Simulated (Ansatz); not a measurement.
# Single-point calculation of Mg32O32

Mg32O32 (64 atoms in the cell), computed with DFT, PBEsol, PAW, plane waves (Ansatz 0.2.0).

The structure was built on a prototype by a generator.

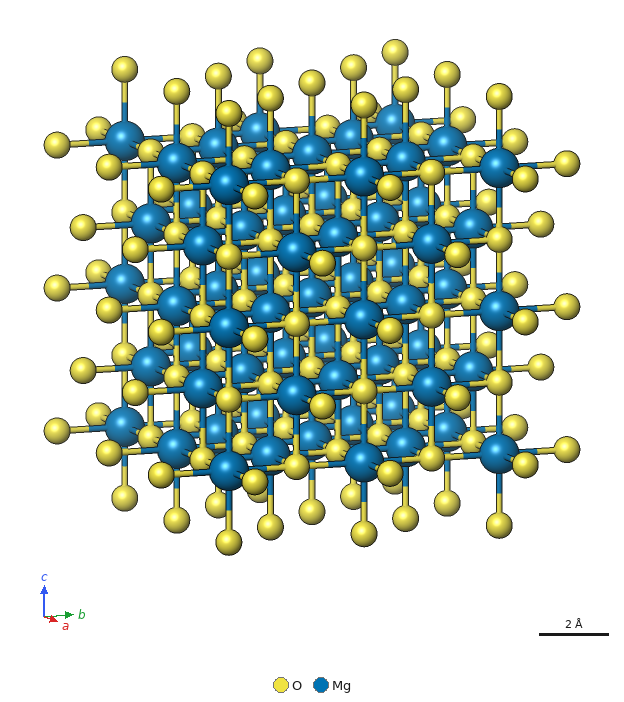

*The input geometry (ball-and-stick view of the cell of the calculation, seen slightly off an axis; bonded neighbours outside the cell are drawn too).*

Near neighbours in the crystal (not all of them lie inside the picture): O has 6 Mg at 2.11 Å; Mg has 6 O at 2.11 Å.

## Input
```yaml
crystal:
  lattice:
    - [8.428808, 0.000000, 0.000000]
    - [0.000000, 8.428808, 0.000000]
    - [0.000000, 0.000000, 8.428808]
  atoms:
    - { symbol: O, position: [0.250000, 0.000000, 0.000000] }
    - { symbol: O, position: [0.250000, 0.000000, 0.500000] }
    - { symbol: O, position: [0.250000, 0.500000, 0.000000] }
    - { symbol: O, position: [0.250000, 0.500000, 0.500000] }
    - { symbol: O, position: [0.750000, 0.000000, 0.000000] }
    - { symbol: O, position: [0.750000, 0.000000, 0.500000] }
    - { symbol: O, position: [0.750000, 0.500000, 0.000000] }
    - { symbol: O, position: [0.750000, 0.500000, 0.500000] }
    - { symbol: O, position: [0.000000, 0.250000, 0.000000] }
    - { symbol: O, position: [0.000000, 0.250000, 0.500000] }
    - { symbol: O, position: [0.000000, 0.750000, 0.000000] }
    - { symbol: O, position: [0.000000, 0.750000, 0.500000] }
    - { symbol: O, position: [0.500000, 0.250000, 0.000000] }
    - { symbol: O, position: [0.500000, 0.250000, 0.500000] }
    - { symbol: O, position: [0.500000, 0.750000, 0.000000] }
    - { symbol: O, position: [0.500000, 0.750000, 0.500000] }
    - { symbol: O, position: [0.000000, 0.000000, 0.250000] }
    - { symbol: O, position: [0.000000, 0.000000, 0.750000] }
    - { symbol: O, position: [0.000000, 0.500000, 0.250000] }
    - { symbol: O, position: [0.000000, 0.500000, 0.750000] }
    - { symbol: O, position: [0.500000, 0.000000, 0.250000] }
    - { symbol: O, position: [0.500000, 0.000000, 0.750000] }
    - { symbol: O, position: [0.500000, 0.500000, 0.250000] }
    - { symbol: O, position: [0.500000, 0.500000, 0.750000] }
    - { symbol: O, position: [0.250000, 0.250000, 0.250000] }
    - { symbol: O, position: [0.250000, 0.250000, 0.750000] }
    - { symbol: O, position: [0.250000, 0.750000, 0.250000] }
    - { symbol: O, position: [0.250000, 0.750000, 0.750000] }
    - { symbol: O, position: [0.750000, 0.250000, 0.250000] }
    - { symbol: O, position: [0.750000, 0.250000, 0.750000] }
    - { symbol: O, position: [0.750000, 0.750000, 0.250000] }
    - { symbol: O, position: [0.750000, 0.750000, 0.750000] }
    - { symbol: Mg, position: [0.000000, 0.000000, 0.000000] }
    - { symbol: Mg, position: [0.000000, 0.000000, 0.500000] }
    - { symbol: Mg, position: [0.000000, 0.500000, 0.000000] }
    - { symbol: Mg, position: [0.000000, 0.500000, 0.500000] }
    - { symbol: Mg, position: [0.500000, 0.000000, 0.000000] }
    - { symbol: Mg, position: [0.500000, 0.000000, 0.500000] }
    - { symbol: Mg, position: [0.500000, 0.500000, 0.000000] }
    - { symbol: Mg, position: [0.500000, 0.500000, 0.500000] }
    - { symbol: Mg, position: [0.250000, 0.250000, 0.000000] }
    - { symbol: Mg, position: [0.250000, 0.250000, 0.500000] }
    - { symbol: Mg, position: [0.250000, 0.750000, 0.000000] }
    - { symbol: Mg, position: [0.250000, 0.750000, 0.500000] }
    - { symbol: Mg, position: [0.750000, 0.250000, 0.000000] }
    - { symbol: Mg, position: [0.750000, 0.250000, 0.500000] }
    - { symbol: Mg, position: [0.750000, 0.750000, 0.000000] }
    - { symbol: Mg, position: [0.750000, 0.750000, 0.500000] }
    - { symbol: Mg, position: [0.250000, 0.000000, 0.250000] }
    - { symbol: Mg, position: [0.250000, 0.000000, 0.750000] }
    - { symbol: Mg, position: [0.250000, 0.500000, 0.250000] }
    - { symbol: Mg, position: [0.250000, 0.500000, 0.750000] }
    - { symbol: Mg, position: [0.750000, 0.000000, 0.250000] }
    - { symbol: Mg, position: [0.750000, 0.000000, 0.750000] }
    - { symbol: Mg, position: [0.750000, 0.500000, 0.250000] }
    - { symbol: Mg, position: [0.750000, 0.500000, 0.750000] }
    - { symbol: Mg, position: [0.000000, 0.250000, 0.250000] }
    - { symbol: Mg, position: [0.000000, 0.250000, 0.750000] }
    - { symbol: Mg, position: [0.000000, 0.750000, 0.250000] }
    - { symbol: Mg, position: [0.000000, 0.750000, 0.750000] }
    - { symbol: Mg, position: [0.500000, 0.250000, 0.250000] }
    - { symbol: Mg, position: [0.500000, 0.250000, 0.750000] }
    - { symbol: Mg, position: [0.500000, 0.750000, 0.250000] }
    - { symbol: Mg, position: [0.500000, 0.750000, 0.750000] }
kpoints:
  mp_grid: { grid: [1, 1, 1] }
hamiltonian:
  xc: pbesol
scf:
  occupations: { method: fermi_dirac, width: 0.01 }
output:
  forces: true
  eigenvalues: true
  stress: true
  populations: true
  eigenstates: { kpoints: [[0, 0, 0]], e_range: [-6.0, 6.0], localisation: true }
```

## Output
```
Pseudopotentials: kind: paw
Functional definition: PBEsol
  exchange = pbesol_x
  correlation = pbesol_c
Crystal: 64 atoms, lattice volume = 598.823 Å³
Basis set: ecut = 420 eV, 11753 PW (Γ), exchange–correlation on 120×120×120 points (8 copies of the dense FFT grid, shifted against one another)
Bands: 320, of which v1, the nominal top of the filled ones, is band 256 counted from 1 (255 counted from 0)
Symmetry: 1536 space group operations
Space group: Fm-3m (ITA 225), of the structure as read, at distance tolerance 8.4e-5 Å
k-points: 1
Non-local potential: O, projectors of the file, l = 0: 2, l = 1: 2, l = 2: 1
Non-local potential: Mg, projectors of the file, l = 0: 3, l = 1: 2, l = 2: 1
PAW form: soft (Blöchl's): semilocal exchange-correlation on the pseudo side does not see the compensation charge
PAW frozen core: O, regenerated for the run's functional, and the local potential with it (the file was generated under x = pbe(κ = 0.804, μ = 0.2195149727645171), c = pbe(β = 0.06672455060314922))
PAW frozen core: Mg, regenerated for the run's functional, and the local potential with it (the file was generated under x = pbe(κ = 0.804, μ = 0.2195149727645171), c = pbe(β = 0.06672455060314922))
PAW one-centre angular grid: O, 110 points (default); XC on 64 Gauss nodes
PAW one-centre angular grid: Mg, 110 points (default); XC on 64 Gauss nodes
Initial density: superposition of atomic densities (neutral atoms: chi_scale 0, normalization atom), corrected by the library's trained network
Initial wavefunctions: pseudopotential atomic-orbital guess
Functional: x = pbesol(κ = 0.804, μ = 0.12345679012345678), c = pbesol(β = 0.046)
SCF iter   1: F=—  HF=-79227.524366 eV  |F-HF|=—  |Δ(HF+E_count)|=         —  Δρ=1.35e-2  dr2=8.35e-1  ethr=1.77e-3  ⟨swp⟩=6.0  Hψ=1352  notcnv=0  defer=3
preconditioner: auto → Resta (q_TF=auto, 2.658 Å⁻¹)  ε∞=3.4  [insulator: Δε(μ)=4.493 eV  Ē_g=15.621 eV  σ=0.010 eV  W_gap=1.00  n_scr=178 (ndim 8)  ℏωp=24.3 eV  f_vac=0.000  D(μ)=0.00/eV (n_scr^D=0)  ε∞_Penn≈3.4]
SCF iter   2: F=—  HF=-79227.268350 eV  |F-HF|=—  |Δ(HF+E_count)|=   2.56e-1  Δρ=1.87e-3  dr2=7.99e-3  ethr=1.63e-4  ⟨swp⟩=2.0  Hψ=478  notcnv=0  defer=57
SCF iter   3: F=—  HF=-79227.267841 eV  |F-HF|=—  |Δ(HF+E_count)|=   5.09e-4  Δρ=9.25e-4  dr2=2.73e-3  ethr=1.56e-6  ⟨swp⟩=2.0  Hψ=499  notcnv=0  defer=59
SCF iter   4: F=—  HF=-79227.268497 eV  |F-HF|=—  |Δ(HF+E_count)|=   6.56e-4  Δρ=1.46e-4  dr2=8.67e-5  ethr=5.33e-7  ⟨swp⟩=2.0  Hψ=353  notcnv=0  defer=59
SCF iter   5: F=—  HF=-79227.258173 eV  |F-HF|=—  |Δ(HF+E_count)|=   1.03e-2  Δρ=3.52e-5  dr2=3.01e-6  ethr=1.69e-8  ⟨swp⟩=2.0  Hψ=517  notcnv=0  defer=59
SCF iter   6: F=—  HF=-79227.258174 eV  |F-HF|=—  |Δ(HF+E_count)|=   6.09e-7  Δρ=1.36e-5  dr2=4.92e-7  ethr=5.88e-10  ⟨swp⟩=2.0  Hψ=517  notcnv=0  defer=59
SCF iter   7: F=-79227.258174 eV  HF=-79227.258174 eV  |F-HF|=6.68e-8  |Δ(HF+E_count)|=   3.91e-7  Δρ=4.32e-6  dr2=4.75e-8  ethr=1.95e-11  ⟨swp⟩=11.0  Hψ=1618  notcnv=0
SCF 1 converged in 7 iterations: F = -79227.258174 eV  dr2 = 4.75e-8
  greatest PAW one-centre occupation: 1.000 electrons in one spin orbital (limit 2), on the Mg atom at site 63 (counted from 0), in its partial waves of l = 0
NSCF: frozen V_eff on 1 k-points
SCF converged after 7 iterations
Free energy (F): -79227.258174 eV
Harris-Foulkes:  -79227.258174 eV  (|F-HF|=6.68e-8)
Internal energy: -79227.258174 eV  (E = F + TS)
E sigma→0 (E₀):  -79227.258174 eV
Fermi energy:    10.321779 eV
--- Per-component energies (eV) ---
  E_band       = -9355.133484
  E_kinetic    = 8159.932022
  E_local      = -51269.015273  (includes V_loc(G=0)·N_el)
  E_nonlocal   = 4600.231578
  E_hartree    = 17699.436730
  E_xc         = -3324.422987
  E_vxc        = -4283.549639  (∫ρ·V_xc dr)
  E_paw        = -13859.708120  (= ΣΔE_a)
  E_vpaw       = -1961.670229  (= ΣTr[D̂ρ^β])
  E_aug_tail   = 0.080624  (compensation charges beyond the density's cutoff)
  E_ewald      = -41236.805554
  E_core_change = 3.012806  (= ΣΔE_core)
  E_smearing   = -0.000000  (= −TS)
  E_closure    = -0.000000  (closes the sum)
  Σ components = -79227.258174   (vs F -79227.258174, Δ=0.00e0)
--- Forces (eV/Å), atoms counted from 1 ---
  atom   1  O     -0.00000000    -0.00000000    -0.00000000
  atom   2  O     -0.00000000    -0.00000000     0.00000000
  atom   3  O     -0.00000000    -0.00000000     0.00000000
  atom   4  O     -0.00000000    -0.00000000     0.00000000
  atom   5  O      0.00000000     0.00000000    -0.00000000
  atom   6  O      0.00000000     0.00000000    -0.00000000
  atom   7  O      0.00000000    -0.00000000     0.00000000
  atom   8  O      0.00000000     0.00000000    -0.00000000
  atom   9  O     -0.00000000     0.00000000     0.00000000
  atom  10  O     -0.00000000     0.00000000    -0.00000000
  atom  11  O     -0.00000000    -0.00000000     0.00000000
  atom  12  O     -0.00000000    -0.00000000     0.00000000
  atom  13  O     -0.00000000     0.00000000    -0.00000000
  atom  14  O     -0.00000000     0.00000000    -0.00000000
  atom  15  O     -0.00000000    -0.00000000     0.00000000
  atom  16  O     -0.00000000    -0.00000000     0.00000000
  atom  17  O     -0.00000000    -0.00000000     0.00000000
  atom  18  O     -0.00000000    -0.00000000     0.00000000
  atom  19  O     -0.00000000     0.00000000    -0.00000000
  atom  20  O     -0.00000000     0.00000000    -0.00000000
  atom  21  O     -0.00000000    -0.00000000    -0.00000000
  atom  22  O     -0.00000000    -0.00000000    -0.00000000
  atom  23  O      0.00000000     0.00000000    -0.00000000
  atom  24  O      0.00000000     0.00000000    -0.00000000
  atom  25  O     -0.00000000     0.00000000     0.00000000
  atom  26  O     -0.00000000    -0.00000000     0.00000000
  atom  27  O     -0.00000000     0.00000000    -0.00000000
  atom  28  O     -0.00000000    -0.00000000     0.00000000
  atom  29  O      0.00000000     0.00000000     0.00000000
  atom  30  O      0.00000000     0.00000000     0.00000000
  atom  31  O      0.00000000     0.00000000     0.00000000
  atom  32  O      0.00000000     0.00000000     0.00000000
  atom  33  Mg    -0.00000000    -0.00000000    -0.00000000
  atom  34  Mg    -0.00000000    -0.00000000    -0.00000000
  atom  35  Mg     0.00000000    -0.00000000    -0.00000000
  atom  36  Mg     0.00000000    -0.00000000    -0.00000000
  atom  37  Mg     0.00000000    -0.00000000    -0.00000000
  atom  38  Mg     0.00000000    -0.00000000    -0.00000000
  atom  39  Mg     0.00000000    -0.00000000     0.00000000
  atom  40  Mg    -0.00000000    -0.00000000     0.00000000
  atom  41  Mg     0.00000000    -0.00000000    -0.00000000
  atom  42  Mg     0.00000000    -0.00000000    -0.00000000
  atom  43  Mg     0.00000000    -0.00000000    -0.00000000
  atom  44  Mg    -0.00000000    -0.00000000    -0.00000000
  atom  45  Mg     0.00000000    -0.00000000    -0.00000000
  atom  46  Mg     0.00000000    -0.00000000     0.00000000
  atom  47  Mg     0.00000000    -0.00000000    -0.00000000
  atom  48  Mg     0.00000000    -0.00000000     0.00000000
  atom  49  Mg     0.00000000    -0.00000000     0.00000000
  atom  50  Mg     0.00000000    -0.00000000    -0.00000000
  atom  51  Mg     0.00000000    -0.00000000    -0.00000000
  atom  52  Mg    -0.00000000    -0.00000000    -0.00000000
  atom  53  Mg     0.00000000    -0.00000000    -0.00000000
  atom  54  Mg     0.00000000    -0.00000000     0.00000000
  atom  55  Mg     0.00000000    -0.00000000     0.00000000
  atom  56  Mg     0.00000000    -0.00000000    -0.00000000
  atom  57  Mg     0.00000000    -0.00000000    -0.00000000
  atom  58  Mg     0.00000000    -0.00000000    -0.00000000
  atom  59  Mg     0.00000000    -0.00000000    -0.00000000
  atom  60  Mg     0.00000000    -0.00000000    -0.00000000
  atom  61  Mg     0.00000000    -0.00000000    -0.00000000
  atom  62  Mg     0.00000000    -0.00000000    -0.00000000
  atom  63  Mg     0.00000000    -0.00000000    -0.00000000
  atom  64  Mg     0.00000000    -0.00000000    -0.00000000
  max |Σ_I F_I| component: 1.26e-23 eV/Å
--- Stress (GPa, compression-positive) ---
       -0.010047      -0.000000       0.000000
        0.000000      -0.010047      -0.000000
        0.000000      -0.000000      -0.010047
  P = ⅓ Tr σ = -0.0100 GPa (-0.100 kbar)
--- Band table (eV) ---
  k-point 0: bands = ["-63.8716", "-63.8657", "-63.8657", "-63.8657", "-63.8657", "-63.8657", "-63.8657", "-63.8627", "-63.8627", "-63.8627", ... 110 levels left out ..., "-30.7950", "-30.7950", "-30.7950", "-30.7950", "-30.7950", "-30.7861", "-30.7861", "-30.7861", "-9.1760", "-8.3987", "-8.3987", "-8.3987", "-8.3987", "-8.3987", "-8.3987", "-7.9164", "-7.9164", "-7.9164", "-7.9164", "-7.9164", "-7.9164", "-7.9164", "-7.9164", "-7.9164", "-7.9164", "-7.9164", "-7.9164", "-7.8287", "-7.8287",
      "-7.8287", "-7.8287", "-7.6054", "-7.6054", "-7.6054", "-7.5392", "-7.5392", "-7.5392", "-7.5392", "-7.5392", "-7.5392", "3.3408", "3.3408", "3.3408", "3.3408", "3.8988", "3.8988", "3.8988", "4.4736", "4.4736", "4.4736", "4.4736", "4.4736", "4.4736", "4.4736", "4.4736", "4.4736", "4.4736", "4.4736", "4.4736", "5.0303", "5.0303", "5.0303", "5.0303", "5.0303", "5.0303", "5.0303", "5.0303", "5.0303", "5.0303",
      "5.0303", "5.0303", "5.3486", "5.3486", "5.3486", "5.3486", "5.3486", "5.3486", "5.9934", "5.9934", "5.9934", "5.9934", "5.9934", "5.9934", "5.9934", "5.9934", "5.9934", "5.9934", "5.9934", "5.9934", "6.2215", "6.2215", "6.2215", "6.2215", "6.2215", "6.2215", "6.6553", "6.6553", "6.6553", "6.6553", "6.6553", "6.6553", "7.2700", "7.2700", "7.2700", "7.2700", "7.2700", "7.2700", "7.2700", "7.2700",
      "7.2700", "7.2700", "7.2700", "7.2700", "7.3552", "7.3552", "7.3552", "7.3552", "7.3552", "7.3552", "7.3552", "7.3552", "7.3552", "7.3552", "7.3552", "7.3552", "7.3555", "7.3555", "7.3555", "7.3555", "7.3555", "7.3555", "7.3555", "7.3555", "8.0127", "8.0127", "8.0127", "12.6198", "15.7393", "15.7393", "15.7393", "15.7393", "15.9725", "15.9725", "15.9725", "15.9725", "15.9725", "15.9725", "16.9505", "16.9505",
      "16.9505", "17.3563", "17.3563", "17.3563", "17.3563", "17.3563", "17.3563", "17.3563", "17.3563", "17.3563", "17.3563", "17.3563", "17.3563", "17.8500", "17.8500", "17.8500", "18.9906", "18.9906", "18.9906", "18.9906", "18.9906", "18.9906", "19.4999", "19.4999", "19.4999", "19.4999", "19.4999", "19.4999", "19.4999", "19.4999", "19.4999", "19.4999", "19.4999", "19.4999", "19.6342", "19.6342", "19.6342", "19.6342", "19.6342", "19.6342",
      "19.6342", "19.6342", "19.6342", "19.6342", "19.6342", "19.6342", "20.0543", "20.0543", "20.0543", "20.0543", "20.0543"]
--- Löwdin populations: 64 sites ---
  site symbol       q [e]
     0      O      7.3768
     1      O      7.3768
     2      O      7.3768
     3      O      7.3768
     4      O      7.3768
     5      O      7.3768
     6      O      7.3768
     7      O      7.3768
     8      O      7.3768
     9      O      7.3768
    10      O      7.3768
    11      O      7.3768
    12      O      7.3768
    13      O      7.3768
    14      O      7.3768
    15      O      7.3768
    16      O      7.3768
    17      O      7.3768
    18      O      7.3768
    19      O      7.3768
    20      O      7.3768
    21      O      7.3768
    22      O      7.3768
    23      O      7.3768
    24      O      7.3768
    25      O      7.3768
    26      O      7.3768
    27      O      7.3768
    28      O      7.3768
    29      O      7.3768
    30      O      7.3768
    31      O      7.3768
    32     Mg      8.4724
    33     Mg      8.4724
    34     Mg      8.4724
    35     Mg      8.4724
    36     Mg      8.4724
    37     Mg      8.4724
    38     Mg      8.4724
    39     Mg      8.4724
    40     Mg      8.4724
    41     Mg      8.4724
    42     Mg      8.4724
    43     Mg      8.4724
    44     Mg      8.4724
    45     Mg      8.4724
    46     Mg      8.4724
    47     Mg      8.4724
    48     Mg      8.4724
    49     Mg      8.4724
    50     Mg      8.4724
    51     Mg      8.4724
    52     Mg      8.4724
    53     Mg      8.4724
    54     Mg      8.4724
    55     Mg      8.4724
    56     Mg      8.4724
    57     Mg      8.4724
    58     Mg      8.4724
    59     Mg      8.4724
    60     Mg      8.4724
    61     Mg      8.4724
    62     Mg      8.4724
    63     Mg      8.4724
  spilling = 0.009423 (of n_electrons = 512.000000)
```

## Summary

| quantity | value |
| --- | --- |
| outcome | converged |
| space group (tolerance 0.01 Å) | Fm-3m (225) |
| electrons treated | 512 |
| free energy | −79227.2582 eV |
| Fermi energy | 10.322 eV |
| pressure | −0.01 GPa |
| largest force (length of the vector) | under 0.001 eV/Å |
| hardware | 8 CPU threads, shared host |
| wall time | 3 s (CPU time 4.6 s) |
| peak memory | 1.9 GiB |

The k-point mesh is coarse for a cell of this size, so the results may not be converged.
